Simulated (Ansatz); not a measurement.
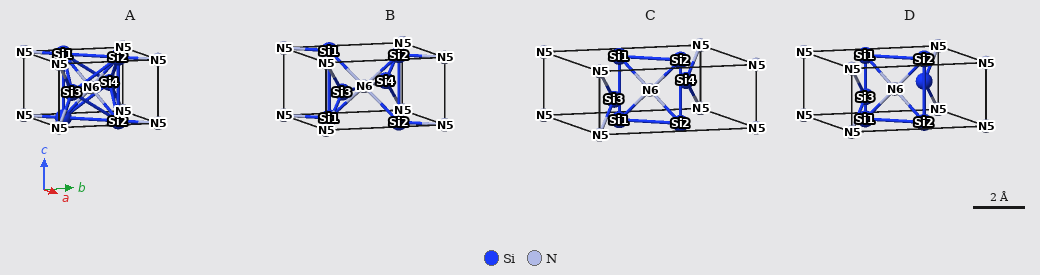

4 geometries from one relaxation of crystalline Si₂N (a generated structure, set up in P4_2/mnm) (coarse preliminary run), in shuffled order. A ball-and-stick model of the cell of the calculation, seen slightly off an axis.

Case: Hf → Si on all its sites, cell and atoms relaxed.

All numbers below come from DFT r2SCAN, scalar-relativistic, plane waves, PAW (Ansatz 0.2.0). Set-up: plane-wave cutoff 500 eV; k-point mesh 6 × 6 × 8; occupations gaussian; smearing width 0.1 eV; no spin polarisation; cell and atoms relaxed; force threshold 0.05 eV/Å; at most 60 steps.

> Put them in the order of the run, from the start to the converged end.

A, B, D, C. They are steps 0, 4, 12, 23, at +11.211 eV per cell of the calculation, +2.816 eV per cell of the calculation, +1.761 eV per cell of the calculation relative to the last. After 19 accepted moves (23 points after the start) the energy has fallen by 11.211 eV per cell of the calculation. The largest force component goes from 1.4 to 0.0012 eV/Å. Pressure: 135.84 GPa at the start and 0.25 GPa at the end. The line search rejected the trial steps at points 6, 14 of the run. The SCF was repeated twice at an unchanged geometry on a basis and grid sized afresh for the cell, which shifted the energy by 0.928 eV per cell of the calculation at most. The largest moves relative to the cell, 0.57 Å, are those of Si1, Si2, Si3 and Si4. Si1 goes along [1 1 0]. N stays in place. Cell: a = b 4.194 → 6.637 Å (+58.3 %), c 2.560 → 2.546 Å (−0.5 %). Volume +149.1 %. Among the contacts that change: Si1–Si2 3.014 → 5.099 Å, Si1–N5 1.753 → 3.343 Å, Si1–Si3 2.486 → 3.824 Å, Si1–Si2 (another image) 2.426 → 2.700 Å. Bonds break, among them: Si1–N5 (1.75 → 3.34 Å), Si1–Si3 (2.49 → 3.82 Å), Si1–Si4 (2.49 → 3.82 Å), Si2–N5 (1.75 → 3.34 Å). Bond angles that change, for instance: Si1–N6–Si1 93.1° → 86.6°, Si1–N6–Si2 86.9° → 93.4°, N6–Si2–N6 93.1° → 86.6°. The space group stays P4_2/mnm (No. 136).

Limits of the set-up: layers or molecules are held without a dispersion correction, so their spacing is unreliable.
